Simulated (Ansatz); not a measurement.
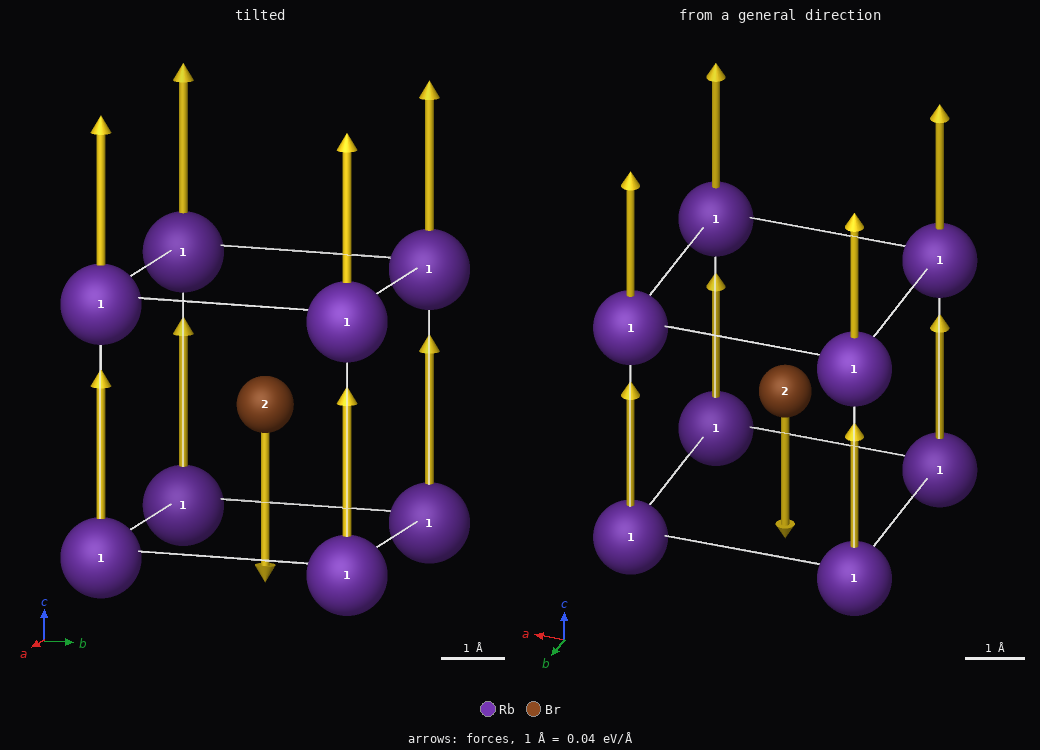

Drawn in the spheres-only manner and seen slightly off an axis and from a general direction. The box is the simulation cell; atoms on or close to its faces, edges and corners are drawn wherever they repeat. The arrows are the computed forces on the atoms.

System: RbBr. Run with DFT PBEsol, scalar-relativistic, plane waves, PAW in Ansatz and these settings: a kinetic-energy cutoff of 420 eV, a 6×6×6 grid in reciprocal space, Gaussian smearing of 0.05 eV, no spin polarisation.

Judging by the arrows, is the geometry relaxed?

No. The atoms still feel forces of up to about 0.099 eV/Å, above a usual threshold of 0.01 to 0.03 eV/Å.

Which atom carries the strongest force?

Rb1 and Br2, about 0.099 eV/Å.

Its origin is a structure listed in the Materials Project. The cell was then strained or its atoms displaced on purpose. It went into a calculation with Ansatz.
